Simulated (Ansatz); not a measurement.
# Nudged elastic band, with input and output: Zn$_{8}$HS$_{8}$ (charge +1) (part 1 of 2)

System: Zn$_{8}$HS$_{8}$ (defect cell, 17 atoms in the cell, total charge +1).
Method: DFT PBE, scalar-relativistic, plane waves, PAW, no spin polarisation (Ansatz 0.2.0).

The structure derives from a Materials Project entry. It belongs to a series of runs on one base structure; here: climbing-image band for the jump of H by 1.63 A.

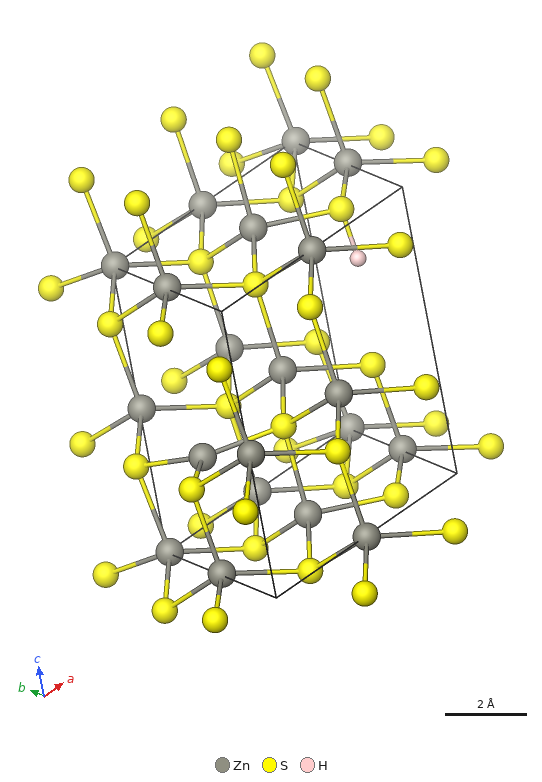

**Figure 1.** The structure as given in the input (ball-and-stick view of the cell of the calculation, seen slightly off an axis; bonded neighbours outside the cell are drawn too). An atom can appear more than once, as a periodic image.

## Input file
```yaml
crystal:
  lattice:
    - [5.4423087469, 0.0, 5.4423087469]
    - [0.0, -5.4423087469, 5.4423087469]
    - [5.4423087469, -5.4423087469, 0.0]
  atoms:
    - { symbol: Zn, position: [0.4999092617, 0.9999928525, -0.0035311463] }
    - { symbol: Zn, position: [0.4822985236, 0.5055922133, 0.0027111723] }
    - { symbol: Zn, position: [0.0056815695, 0.9822561149, 0.0026430523] }
    - { symbol: Zn, position: [0.0056682908, 0.5055978525, 0.0026237069] }
    - { symbol: Zn, position: [0.4941723624, 0.9940632639, 0.5000121075] }
    - { symbol: Zn, position: [0.4941420279, 0.508029822, 0.4999878925] }
    - { symbol: Zn, position: [0.0080340759, 0.9940859186, 0.4999749738] }
    - { symbol: Zn, position: [0.0347206561, 0.5344143893, 0.392426525] }
    - { symbol: S, position: [0.3760278482, 0.8760182837, 0.3682133119] }
    - { symbol: S, position: [0.3787849679, 0.3705023444, 0.3764592552] }
    - { symbol: S, position: [0.8706048024, 0.8785690608, 0.3764846081] }
    - { symbol: S, position: [0.8705554555, 0.3705220451, 0.3763767958] }
    - { symbol: S, position: [0.3750945189, 0.8750071475, 0.8721843089] }
    - { symbol: S, position: [0.3750907383, 0.3739944489, 0.8721171299] }
    - { symbol: S, position: [0.8740042386, 0.8750193635, 0.8721591253] }
    - { symbol: S, position: [0.8554721016, 0.3555624204, 0.9296189947] }
    - { symbol: H, position: [-0.0729216167, 0.4271600619, 0.7146883676] }
total_charge: 1
basis:
  ecutwfc: 420
  xc_grid: 2
kpoints:
  mp_grid: { grid: [2, 2, 2], shift: [0.0, 0.0, 0.0] }
hamiltonian:
  xc: pbe
scf:
  occupations: { method: gaussian, width: 0.02 }
output:
  forces: true
neb:
  images: 5
  f_tol: 0.05
  max_iterations: 70
  order_check: false
  final_atoms:
    - { symbol: Zn, position: [0.4999749738, 0.9940859186, 0.0080340759] }
    - { symbol: Zn, position: [0.392426525, 0.5344143893, 0.0347206561] }
    - { symbol: Zn, position: [0.0026430523, 0.9822561149, 0.0056815695] }
    - { symbol: Zn, position: [0.0026237069, 0.5055978525, 0.0056682908] }
    - { symbol: Zn, position: [0.5000121075, 0.9940632639, 0.4941723624] }
    - { symbol: Zn, position: [0.4999878925, 0.508029822, 0.4941420279] }
    - { symbol: Zn, position: [-0.0035311463, 0.9999928525, 0.4999092617] }
    - { symbol: Zn, position: [0.0027111723, 0.5055922133, 0.4822985236] }
    - { symbol: S, position: [0.3682133119, 0.8760182837, 0.3760278482] }
    - { symbol: S, position: [0.3764592552, 0.3705023444, 0.3787849679] }
    - { symbol: S, position: [0.8721843089, 0.8750071475, 0.3750945189] }
    - { symbol: S, position: [0.8721171299, 0.3739944489, 0.3750907383] }
    - { symbol: S, position: [0.3764846081, 0.8785690608, 0.8706048024] }
    - { symbol: S, position: [0.3763767958, 0.3705220451, 0.8705554555] }
    - { symbol: S, position: [0.8721591253, 0.8750193635, 0.8740042386] }
    - { symbol: S, position: [0.9296189947, 0.3555624204, 0.8554721016] }
    - { symbol: H, position: [-0.2853116324, 0.4271600619, 0.9270783833] }
```

Hardware: 4 threads of Arm Neoverse V1, 24 GiB of memory available, shared host.

Launched with:
```bash
ansatz run input.yaml --threads 4 --pin off --max-ram 10240MiB --backend cpu --events-out ev --progress --plain --runs-dir out
```

## What the program printed
```
Warning: neb: disabling space-group detection — the band's intermediate images generally break the endpoint symmetry, so no spatial operation reduces the k-mesh or symmetrises the density, except that a semilocal band can use its path's symmetry ahead of convergence; time reversal is kept, so that k and −k are solved as one point where they differ and the mesh holds both, and exact exchange and, on two spinor components, a DFT+U term hold to it where the run has them: on two components no moment then forms, and a state that bears one, which a typed moment (crystal.atoms[].spin; refused beside efield: under a hybrid functional) reaches, can lie lower, under hf by electronvolts; crystal.symmetry.detect: false (a key that needs symmetry detection or time reversal refuses this as the deck is read) with time_reversal: false beside it drops time reversal too
Engine: ansatz 0.2.0, aarch64-unknown-linux-gnu
Pseudopotentials: kind: paw
Pseudopotential: Zn, paw, valence charge 12, recommended cutoff 420 eV (normal), Zn.paw.azcp
Pseudopotential: S, paw, valence charge 6, recommended cutoff 420 eV (normal), S.paw.azcp
Pseudopotential: H, paw, valence charge 1, recommended cutoff 420 eV (normal), H.paw.azcp
Functional definition: PBE
  parameter kappa = 0.804
  parameter beta = 0.06672455060314922
  exchange = pbe_x(kappa = kappa, mu = beta*pi^2/3)
  correlation = pbe_c(beta = beta)
parallel-image band execution: 4 concurrent image workers
NEB image 0
Crystal: 17 atoms, lattice volume = 322.388 Å³
Basis set: ecut = 420 eV, 6231 PW (Γ), exchange–correlation on 108×108×108 points (8 copies of the dense FFT grid, shifted against one another)
Bands: 89, of which v1, the nominal top of the filled ones, is band 72 counted from 1 (71 counted from 0)
Symmetry: 1 space group operations
k-points: 8
Non-local potential: Zn, projectors of the file, l = 0: 2, l = 1: 2, l = 2: 3, l = 3: 1
Non-local potential: S, projectors of the file, l = 0: 2, l = 1: 2, l = 2: 2
Non-local potential: H, projectors of the file, l = 0: 2, l = 1: 1
PAW form: soft (Blöchl's): semilocal exchange-correlation on the pseudo side does not see the compensation charge
PAW one-centre angular grid: Zn, 590 points (default); XC on 64 Gauss nodes
PAW one-centre angular grid: S, 110 points (default); XC on 64 Gauss nodes
PAW one-centre angular grid: H, 110 points (default); XC on 64 Gauss nodes
Initial density: superposition of atomic densities (neutral atoms scaled as one to the charged cell's electrons: chi_scale 0, normalization atom), corrected by the library's trained network
Initial wavefunctions: pseudopotential atomic-orbital guess
Functional: x = pbe(κ = 0.804, μ = 0.2195149727645171), c = pbe(β = 0.06672455060314922)
SCF iter   1: F=—  HF=-33803.682147 eV  |F-HF|=—  |Δ(HF+E_count)|=         —  Δρ=2.98e-2  dr2=1.86e0  ethr=1.77e-3  ⟨swp⟩=5.9  Hψ=2697  notcnv=0  defer=36
preconditioner: auto → Resta (q_TF=auto, 2.385 Å⁻¹)  ε∞=5.9  [insulator: Δε(μ)=1.985 eV  Ē_g=11.236 eV  σ=0.020 eV  W_gap=1.00  n_scr=64 (ndim 8)  ℏωp=24.8 eV  f_vac=0.034  D(μ)=0.00/eV (n_scr^D=0)  ε∞_Penn≈5.9]
SCF iter   2: F=—  HF=-33803.098585 eV  |F-HF|=—  |Δ(HF+E_count)|=   5.84e-1  Δρ=3.02e-3  dr2=5.75e-2  ethr=1.29e-3  ⟨swp⟩=2.0  Hψ=1402  notcnv=0  defer=70
SCF iter   3: F=—  HF=-33802.995407 eV  |F-HF|=—  |Δ(HF+E_count)|=   1.03e-1  Δρ=4.48e-3  dr2=8.00e-2  ethr=3.99e-5  ⟨swp⟩=2.0  Hψ=1402  notcnv=0  defer=70
SCF iter   4: F=—  HF=-33802.977305 eV  |F-HF|=—  |Δ(HF+E_count)|=   1.81e-2  Δρ=1.20e-3  dr2=1.17e-2  ethr=3.99e-5  ⟨swp⟩=2.2  Hψ=1222  notcnv=0  defer=70
SCF iter   5: F=—  HF=-33802.980735 eV  |F-HF|=—  |Δ(HF+E_count)|=   3.43e-3  Δρ=8.63e-4  dr2=2.59e-3  ethr=8.12e-6  ⟨swp⟩=2.0  Hψ=1220  notcnv=0  defer=70
SCF iter   6: F=—  HF=-33802.980109 eV  |F-HF|=—  |Δ(HF+E_count)|=   6.26e-4  Δρ=2.69e-4  dr2=3.54e-4  ethr=1.80e-6  ⟨swp⟩=2.0  Hψ=1228  notcnv=0  defer=70
SCF iter   7: F=—  HF=-33802.980178 eV  |F-HF|=—  |Δ(HF+E_count)|=   6.87e-5  Δρ=6.46e-5  dr2=2.91e-5  ethr=2.46e-7  ⟨swp⟩=2.0  Hψ=1162  notcnv=0  defer=70
SCF iter   8: F=—  HF=-33802.980188 eV  |F-HF|=—  |Δ(HF+E_count)|=   1.05e-5  Δρ=2.10e-5  dr2=1.57e-6  ethr=2.02e-8  ⟨swp⟩=2.0  Hψ=1218  notcnv=0  defer=70
SCF iter   9: F=—  HF=-33802.980191 eV  |F-HF|=—  |Δ(HF+E_count)|=   2.07e-6  Δρ=2.41e-5  dr2=1.18e-6  ethr=1.09e-9  ⟨swp⟩=2.0  Hψ=1218  notcnv=0  defer=70
SCF iter  10: F=-33802.980190 eV  HF=-33802.980190 eV  |F-HF|=1.44e-8  |Δ(HF+E_count)|=   4.17e-7  Δρ=4.87e-6  dr2=8.93e-8  ethr=6.94e-11  ⟨swp⟩=3.0  Hψ=3008  notcnv=0
SCF 1 converged in 10 iterations: F = -33802.980190 eV  dr2 = 8.93e-8
  greatest PAW one-centre occupation: 0.985 electrons in one spin orbital (limit 2), on the Zn atom at site 7 (counted from 0), in its partial waves of l = 2
NSCF: frozen V_eff on 8 k-points
NEB image 6
SCF iter   1: F=—  HF=-33803.683438 eV  |F-HF|=—  |Δ(HF+E_count)|=         —  Δρ=2.98e-2  dr2=1.86e0  ethr=1.77e-3  ⟨swp⟩=5.8  Hψ=2804  notcnv=0  defer=34
SCF iter   2: F=—  HF=-33803.098232 eV  |F-HF|=—  |Δ(HF+E_count)|=   5.85e-1  Δρ=3.01e-3  dr2=5.76e-2  ethr=1.29e-3  ⟨swp⟩=2.0  Hψ=1402  notcnv=0  defer=70
SCF iter   3: F=—  HF=-33802.995343 eV  |F-HF|=—  |Δ(HF+E_count)|=   1.03e-1  Δρ=4.48e-3  dr2=7.99e-2  ethr=4.00e-5  ⟨swp⟩=2.2  Hψ=1405  notcnv=0  defer=70
SCF iter   4: F=—  HF=-33802.977366 eV  |F-HF|=—  |Δ(HF+E_count)|=   1.80e-2  Δρ=1.21e-3  dr2=1.18e-2  ethr=4.00e-5  ⟨swp⟩=2.2  Hψ=1222  notcnv=0  defer=70
SCF iter   5: F=—  HF=-33802.980749 eV  |F-HF|=—  |Δ(HF+E_count)|=   3.38e-3  Δρ=8.71e-4  dr2=2.63e-3  ethr=8.20e-6  ⟨swp⟩=2.0  Hψ=1220  notcnv=0  defer=70
SCF iter   6: F=—  HF=-33802.980110 eV  |F-HF|=—  |Δ(HF+E_count)|=   6.39e-4  Δρ=2.72e-4  dr2=3.56e-4  ethr=1.82e-6  ⟨swp⟩=2.0  Hψ=1245  notcnv=0  defer=70
SCF iter   7: F=—  HF=-33802.980178 eV  |F-HF|=—  |Δ(HF+E_count)|=   6.80e-5  Δρ=6.50e-5  dr2=2.94e-5  ethr=2.47e-7  ⟨swp⟩=2.0  Hψ=1154  notcnv=0  defer=70
SCF iter   8: F=—  HF=-33802.980189 eV  |F-HF|=—  |Δ(HF+E_count)|=   1.02e-5  Δρ=2.12e-5  dr2=1.57e-6  ethr=2.04e-8  ⟨swp⟩=2.0  Hψ=1218  notcnv=0  defer=70
SCF iter   9: F=—  HF=-33802.980191 eV  |F-HF|=—  |Δ(HF+E_count)|=   2.01e-6  Δρ=2.41e-5  dr2=1.18e-6  ethr=1.09e-9  ⟨swp⟩=2.0  Hψ=1218  notcnv=0  defer=70
SCF iter  10: F=-33802.980190 eV  HF=-33802.980190 eV  |F-HF|=7.09e-9  |Δ(HF+E_count)|=   4.06e-7  Δρ=4.58e-6  dr2=8.18e-8  ethr=6.94e-11  ⟨swp⟩=3.0  Hψ=3001  notcnv=0
SCF 2 converged in 10 iterations: F = -33802.980190 eV  dr2 = 8.18e-8
[... from here on the iterations of each SCF are left out, up to the last one ...]
NSCF: frozen V_eff on 8 k-points
NEB end point (image 0): max|allowed force component| = 7.259e-3 eV/Å (the criterion of neb.relax_end_points is 1.000e-2)
NEB end point (image 6): max|allowed force component| = 7.258e-3 eV/Å (the criterion of neb.relax_end_points is 1.000e-2)
NEB image 1
preconditioner: auto → Resta (q_TF=auto, 2.385 Å⁻¹)  ε∞=5.8  [insulator: Δε(μ)=2.036 eV  Ē_g=11.300 eV  σ=0.020 eV  W_gap=1.00  n_scr=64 (ndim 8)  ℏωp=24.8 eV  f_vac=0.034  D(μ)=0.00/eV (n_scr^D=0)  ε∞_Penn≈5.8]
SCF 3 converged in 11 iterations: F = -33801.299295 eV  dr2 = 4.07e-8
NEB image 2
preconditioner: auto → Resta (q_TF=auto, 2.385 Å⁻¹)  ε∞=5.8  [insulator: Δε(μ)=2.046 eV  Ē_g=11.334 eV  σ=0.020 eV  W_gap=1.00  n_scr=64 (ndim 8)  ℏωp=24.8 eV  f_vac=0.033  D(μ)=0.00/eV (n_scr^D=0)  ε∞_Penn≈5.8]
SCF 4 converged in 11 iterations: F = -33794.821787 eV  dr2 = 1.41e-8
NEB image 3
preconditioner: auto → Resta (q_TF=auto, 2.385 Å⁻¹)  ε∞=5.8  [insulator: Δε(μ)=1.821 eV  Ē_g=11.349 eV  σ=0.020 eV  W_gap=1.00  n_scr=64 (ndim 8)  ℏωp=24.8 eV  f_vac=0.038  D(μ)=0.00/eV (n_scr^D=0)  ε∞_Penn≈5.8]
SCF 5 converged in 10 iterations: F = -33789.393739 eV  dr2 = 7.06e-8
NEB image 4
preconditioner: auto → Resta (q_TF=auto, 2.385 Å⁻¹)  ε∞=5.8  [insulator: Δε(μ)=2.046 eV  Ē_g=11.333 eV  σ=0.020 eV  W_gap=1.00  n_scr=64 (ndim 8)  ℏωp=24.8 eV  f_vac=0.033  D(μ)=0.00/eV (n_scr^D=0)  ε∞_Penn≈5.8]
SCF 6 converged in 11 iterations: F = -33794.821787 eV  dr2 = 1.43e-8
NEB image 5
preconditioner: auto → Resta (q_TF=auto, 2.385 Å⁻¹)  ε∞=5.8  [insulator: Δε(μ)=2.036 eV  Ē_g=11.292 eV  σ=0.020 eV  W_gap=1.00  n_scr=64 (ndim 8)  ℏωp=24.8 eV  f_vac=0.034  D(μ)=0.00/eV (n_scr^D=0)  ε∞_Penn≈5.8]
SCF 7 converged in 11 iterations: F = -33801.299295 eV  dr2 = 4.17e-8
NEB iter   1: max|band force component| = 7.912e1 eV/Å  barrier→ = 13.5865 eV  barrier← = 13.5865 eV  Δτ_max = 0.1997 Å  (74 SCF iters)
NEB image 1
Initial density: handed on by an earlier stage of this run
Initial wavefunctions: those handed on with the density
preconditioner: auto → Resta (q_TF=auto, 2.385 Å⁻¹)  ε∞=6.4  [insulator: Δε(μ)=1.951 eV  Ē_g=10.702 eV  σ=0.020 eV  W_gap=1.00  n_scr=64 (ndim 8)  ℏωp=24.8 eV  f_vac=0.046  D(μ)=0.00/eV (n_scr^D=0)  ε∞_Penn≈6.4]
SCF 8 converged in 9 iterations: F = -33802.618455 eV  dr2 = 1.29e-8
NEB image 2
preconditioner: auto → Resta (q_TF=auto, 2.385 Å⁻¹)  ε∞=6.4  [insulator: Δε(μ)=1.968 eV  Ē_g=10.713 eV  σ=0.020 eV  W_gap=1.00  n_scr=64 (ndim 8)  ℏωp=24.8 eV  f_vac=0.043  D(μ)=0.00/eV (n_scr^D=0)  ε∞_Penn≈6.4]
SCF 9 converged in 9 iterations: F = -33801.831752 eV  dr2 = 2.22e-8
NEB image 3
preconditioner: auto → Resta (q_TF=auto, 2.385 Å⁻¹)  ε∞=6.4  [insulator: Δε(μ)=1.903 eV  Ē_g=10.708 eV  σ=0.020 eV  W_gap=1.00  n_scr=64 (ndim 8)  ℏωp=24.8 eV  f_vac=0.042  D(μ)=0.00/eV (n_scr^D=0)  ε∞_Penn≈6.4]
SCF 10 converged in 9 iterations: F = -33801.512074 eV  dr2 = 2.21e-8
NEB image 4
SCF 11 converged in 9 iterations: F = -33801.831751 eV  dr2 = 2.34e-8
NEB image 5
preconditioner: auto → Resta (q_TF=auto, 2.385 Å⁻¹)  ε∞=6.4  [insulator: Δε(μ)=1.951 eV  Ē_g=10.703 eV  σ=0.020 eV  W_gap=1.00  n_scr=64 (ndim 8)  ℏωp=24.8 eV  f_vac=0.046  D(μ)=0.00/eV (n_scr^D=0)  ε∞_Penn≈6.4]
SCF 12 converged in 9 iterations: F = -33802.618455 eV  dr2 = 1.29e-8
NEB iter   2: max|band force component| = 1.110e1 eV/Å  barrier→ = 1.4681 eV  barrier← = 1.4681 eV  Δτ_max = 0.2000 Å  (45 SCF iters)
[... from here on the SCF iterations and repeated set-up lines of each step are left out, up to the last step ...]
NEB image 1
SCF 13 converged in 8 iterations: F = -33802.887438 eV  dr2 = 4.53e-8
NEB image 2
SCF 14 converged in 9 iterations: F = -33802.409786 eV  dr2 = 1.26e-8
NEB image 3
SCF 15 converged in 9 iterations: F = -33802.102719 eV  dr2 = 2.78e-8
NEB image 4
SCF 16 converged in 9 iterations: F = -33802.409786 eV  dr2 = 1.27e-8
NEB image 5
SCF 17 converged in 8 iterations: F = -33802.887438 eV  dr2 = 4.45e-8
NEB iter   3: max|band force component| = 7.299e0 eV/Å  barrier→ = 0.8775 eV  barrier← = 0.8775 eV  Δτ_max = 0.1991 Å  (43 SCF iters)
NEB image 1
SCF 18 converged in 8 iterations: F = -33802.954381 eV  dr2 = 4.47e-8
NEB image 2
SCF 19 converged in 9 iterations: F = -33802.794515 eV  dr2 = 1.42e-8
NEB image 3
SCF 20 converged in 9 iterations: F = -33802.629944 eV  dr2 = 2.24e-8
NEB image 4
SCF 21 converged in 9 iterations: F = -33802.794515 eV  dr2 = 1.42e-8
NEB image 5
SCF 22 converged in 8 iterations: F = -33802.954381 eV  dr2 = 4.60e-8
NEB iter   4: max|band force component| = 2.214e0 eV/Å  barrier→ = 0.3502 eV  barrier← = 0.3502 eV  Δτ_max = 0.1140 Å  (43 SCF iters)
NEB image 1
SCF 23 converged in 8 iterations: F = -33802.954603 eV  dr2 = 3.54e-8
NEB image 2
SCF 24 converged in 8 iterations: F = -33802.828560 eV  dr2 = 6.61e-8
NEB image 3
SCF 25 converged in 8 iterations: F = -33802.694298 eV  dr2 = 5.89e-8
NEB image 4
SCF 26 converged in 8 iterations: F = -33802.828560 eV  dr2 = 6.62e-8
NEB image 5
SCF 27 converged in 8 iterations: F = -33802.954602 eV  dr2 = 3.57e-8
NEB iter   5: max|band force component| = 9.265e-1 eV/Å  barrier→ = 0.2859 eV  barrier← = 0.2859 eV  Δτ_max = 0.0596 Å  (40 SCF iters)
NEB image 1
SCF 28 converged in 8 iterations: F = -33802.960911 eV  dr2 = 1.13e-8
NEB image 2
SCF 29 converged in 8 iterations: F = -33802.853591 eV  dr2 = 2.92e-8
NEB image 3
SCF 30 converged in 7 iterations: F = -33802.719095 eV  dr2 = 8.68e-8
NEB image 4
SCF 31 converged in 8 iterations: F = -33802.853591 eV  dr2 = 2.92e-8
NEB image 5
SCF 32 converged in 8 iterations: F = -33802.960911 eV  dr2 = 1.06e-8
NEB iter   6: max|band force component| = 7.681e-2 eV/Å  barrier→ = 0.2611 eV  barrier← = 0.2611 eV  CI = image 3  Δτ_max = 0.0121 Å  (39 SCF iters)
NEB image 1
SCF 33 converged in 5 iterations: F = -33802.961143 eV  dr2 = 7.41e-8
NEB image 2
SCF 34 converged in 6 iterations: F = -33802.855921 eV  dr2 = 9.15e-8
NEB image 3
SCF 35 converged in 6 iterations: F = -33802.722058 eV  dr2 = 7.69e-8
NEB image 4
SCF 36 converged in 6 iterations: F = -33802.855921 eV  dr2 = 9.21e-8
NEB image 5
SCF 37 converged in 5 iterations: F = -33802.961143 eV  dr2 = 7.38e-8
NEB iter   7: max|band force component| = 7.233e-2 eV/Å  barrier→ = 0.2581 eV  barrier← = 0.2581 eV  CI = image 3  Δτ_max = 0.0131 Å  (28 SCF iters)
NEB image 1
SCF 38 converged in 5 iterations: F = -33802.961658 eV  dr2 = 1.13e-8
NEB image 2
preconditioner: auto → Resta (q_TF=auto, 2.385 Å⁻¹)  ε∞=6.5  [insulator: Δε(μ)=1.915 eV  Ē_g=10.621 eV  σ=0.020 eV  W_gap=1.00  n_scr=64 (ndim 8)  ℏωp=24.8 eV  f_vac=0.039  D(μ)=0.00/eV (n_scr^D=0)  ε∞_Penn≈6.5]
SCF 39 converged in 6 iterations: F = -33802.857911 eV  dr2 = 2.13e-8
NEB image 3
preconditioner: auto → Resta (q_TF=auto, 2.385 Å⁻¹)  ε∞=6.5  [insulator: Δε(μ)=1.903 eV  Ē_g=10.604 eV  σ=0.020 eV  W_gap=1.00  n_scr=64 (ndim 8)  ℏωp=24.8 eV  f_vac=0.037  D(μ)=0.00/eV (n_scr^D=0)  ε∞_Penn≈6.5]
SCF 40 converged in 6 iterations: F = -33802.723148 eV  dr2 = 8.37e-8
NEB image 4
SCF 41 converged in 6 iterations: F = -33802.857911 eV  dr2 = 2.13e-8
NEB image 5
iter 1 solved again at ethr=2.77e-8 eV; its pass at ethr=3.10e-3 eV (dr2=4.00e-5 eV) is discarded
SCF iter   1: F=—  HF=-33802.961655 eV  |F-HF|=—  |Δ(HF+E_count)|=         —  Δρ=1.75e-4  dr2=4.16e-5  ethr=2.77e-8  ⟨swp⟩=2.8  Hψ=2722  notcnv=0
SCF iter   2: F=—  HF=-33802.961660 eV  |F-HF|=—  |Δ(HF+E_count)|=   5.03e-6  Δρ=8.89e-5  dr2=1.07e-5  ethr=2.77e-8  ⟨swp⟩=2.9  Hψ=1258  notcnv=0
SCF iter   3: F=—  HF=-33802.961658 eV  |F-HF|=—  |Δ(HF+E_count)|=   1.57e-6  Δρ=1.06e-5  dr2=3.34e-7  ethr=7.42e-9  ⟨swp⟩=2.0  Hψ=1182  notcnv=0
SCF iter   4: F=—  HF=-33802.961658 eV  |F-HF|=—  |Δ(HF+E_count)|=   1.83e-7  Δρ=1.18e-5  dr2=2.68e-7  ethr=6.94e-11  ⟨swp⟩=5.0  Hψ=2942  notcnv=0
SCF iter   5: F=-33802.961658 eV  HF=-33802.961658 eV  |F-HF|=1.70e-9  |Δ(HF+E_count)|=   1.62e-7  Δρ=1.49e-6  dr2=1.13e-8  ethr=6.94e-11  ⟨swp⟩=3.0  Hψ=2899  notcnv=0
SCF 42 converged in 5 iterations: F = -33802.961658 eV  dr2 = 1.13e-8
NEB image 1
NSCF: frozen V_eff on 8 k-points
NEB image 2
NSCF: frozen V_eff on 8 k-points
NEB image 4
NSCF: frozen V_eff on 8 k-points
NEB image 5
NSCF: frozen V_eff on 8 k-points
NEB image 3
NSCF: frozen V_eff on 8 k-points
the search or the solves at the SCF's close seem to have found levels that the self-consistency loop had missed (the run counts 2). By its estimate they hold under 1e-12 electrons; where the run keeps them, the occupations were computed again with them
NEB iter   8: max|band force component| = 3.398e-2 eV/Å  barrier→ = 0.2570 eV  barrier← = 0.2570 eV  CI = image 3  Δτ_max = 0.0000 Å  (28 SCF iters)
```

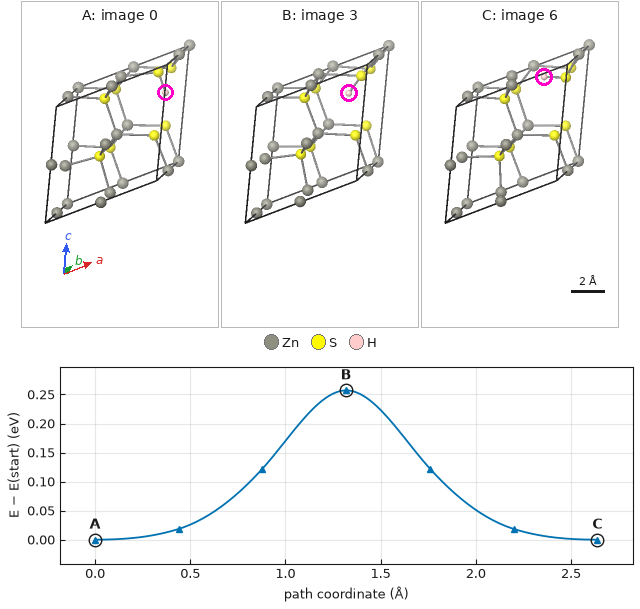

**Figure 2.** Images of the last band (counted from 0; ball-and-stick, reduced simulation cell, seen slightly off an axis), with the moving atom and its periodic copies ringed, above the energy along the path; the line is a cubic interpolation that uses the forces. The highest image is number 3, 0.257 eV above the start and 0.257 eV above the end (the climbing image); start and end have the same energy. The path is 2.64 Å long, and H17 moves most (1.63 Å). The band converged in 8 iterations.
